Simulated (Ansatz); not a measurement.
Si$_{2}$Mo

```xyz
6
Lattice="3.2170 0.0000 0.0000 0.0000 3.2170 0.0000 0.0000 0.0000 7.8731" Properties=species:S:1:pos:R:3 pbc="T T T"
Si    0.0000    0.0000    2.6384
Si    1.6085    1.6085    6.5749
Si    0.0000    0.0000    5.2348
Si    1.6085    1.6085    1.2982
Mo    0.0000    0.0000    0.0000
Mo    1.6085    1.6085    3.9366
```

Space group I4/mmm; started from the Si2Mo prototype; computed without spin polarisation.

These are results of DFT PBE, scalar-relativistic, plane waves, PAW in Ansatz 0.2.0, not measurements.

Question: What will maps of the valence pseudo-density and electron localisation function show?

Answer: Si–Mo (2.64 Å): the density is about 0.38 e/Å³ at the midpoint; the ELF peaks at about 0.80 in the valence shell of Si, 0.9 Å from its nucleus, and is about 0.40 at the midpoint.
Bader's partition of the density gives Si −0.07 and Mo +0.14 e.

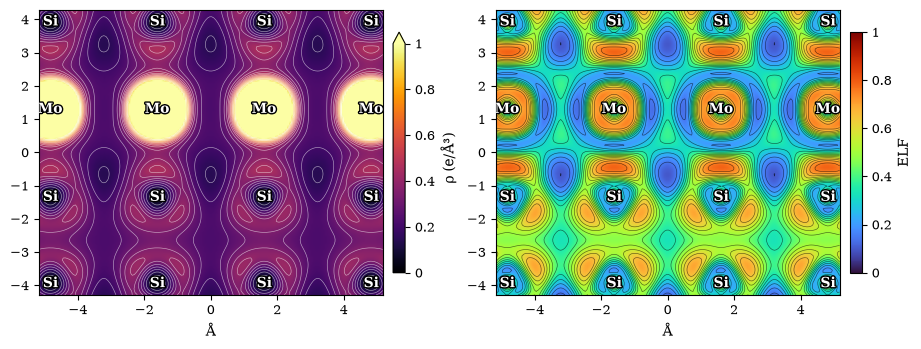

Computed valence pseudo-density and electron localisation function on the (010) plane of the conventional cell, in this order. 

The density is the valence pseudo-density of a PAW calculation; it isn't the true density close to the nuclei.
